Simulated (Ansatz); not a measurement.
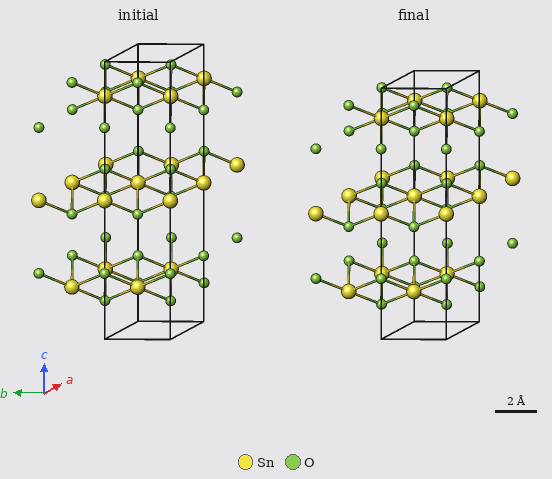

The structure of a crystal of SnO₂ (set up in R-3m) (coarse preliminary run) before (left) and after (right) a relaxation, at one scale.

The picture is a ball-and-stick view of the conventional cell (3 times the calculation's cell), repeated 2 × 2 × 1 with one cell outlined, seen from a free direction. Lengths and directions refer to the drawn axes.

Method: DFT r2SCAN, scalar-relativistic, plane waves, PAW in Ansatz. (plane-wave cutoff 500 eV; k-point mesh 6 × 6 × 6; occupations gaussian; smearing width 0.1 eV; no spin polarisation; cell and atoms relaxed; force threshold 0.05 eV/Å; at most 80 steps)

Summarise the run.

After 4 accepted moves (5 points after the start) the energy has fallen by 21.8 meV per atom. Largest force component: 0.63 eV/Å at the start, 0.0026 eV/Å at the end. The pressure goes from −7.18 to 0.12 GPa. At 1 point the geometry stayed and the basis and grid were re-selected for the new cell (energy shift of 0.8 meV per atom at most each time). The largest moves relative to the cell, 0.056 Å, are those of O atoms. Sn stays in place. The drawn cell changes as follows: a = b 3.234 → 3.209 Å (−0.8 %), c 14.402 → 13.026 Å (−9.5 %); the volume changes by −10.9 %. Some distances before and after: O–Sn 2.125 → 2.093 Å. The space group stays R-3m (No. 166).

Limits of the set-up: layers or molecules are held without a dispersion correction, so their spacing is unreliable.
